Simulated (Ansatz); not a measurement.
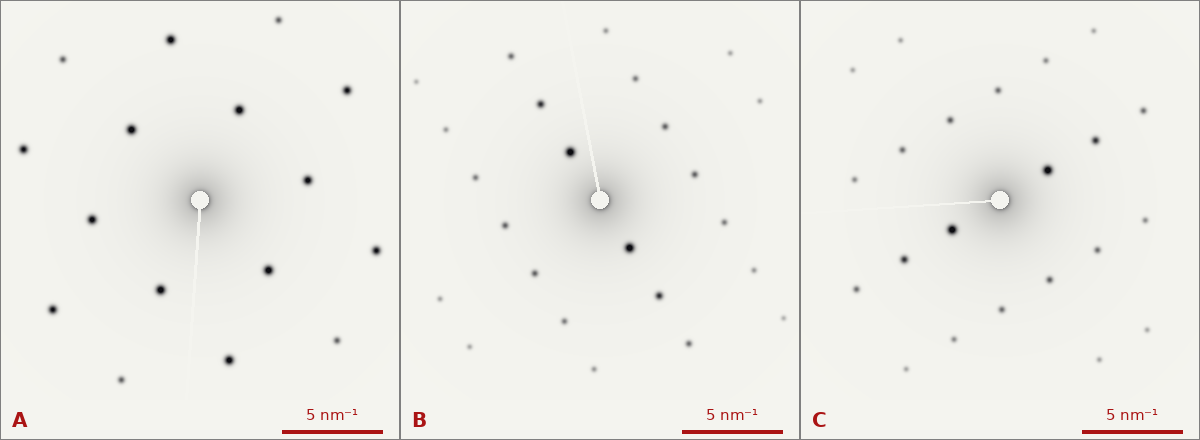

Computed electron diffraction patterns, 300 kV, single scattering only, B = 0.5 Å².

All three come from C, space group Fmmm (No. 69), a = 2.46 Å, b = 4.25 Å, c = 7.10 Å. Structure: the geometry relaxed with DFT r2SCAN, scalar-relativistic, plane waves, PAW (Ansatz); the starting structure was generated, so it need not be a known form of this composition.

Assign the zone axes [011], [100], [110] to A, B and C.

A is [011]: centred rectangular net of 1 -1 1 at d = 2.04 Å and 1 1 -1 at d = 2.04 Å, at 67.9°. B is [110]: centred rectangular net of 0 0 2 at d = 3.55 Å and 1 -1 1 at d = 2.04 Å, at 73.3°. C is [100]: rectangular net of 0 0 2 at d = 3.55 Å and 0 2 0 at d = 2.13 Å, at 90.0°.
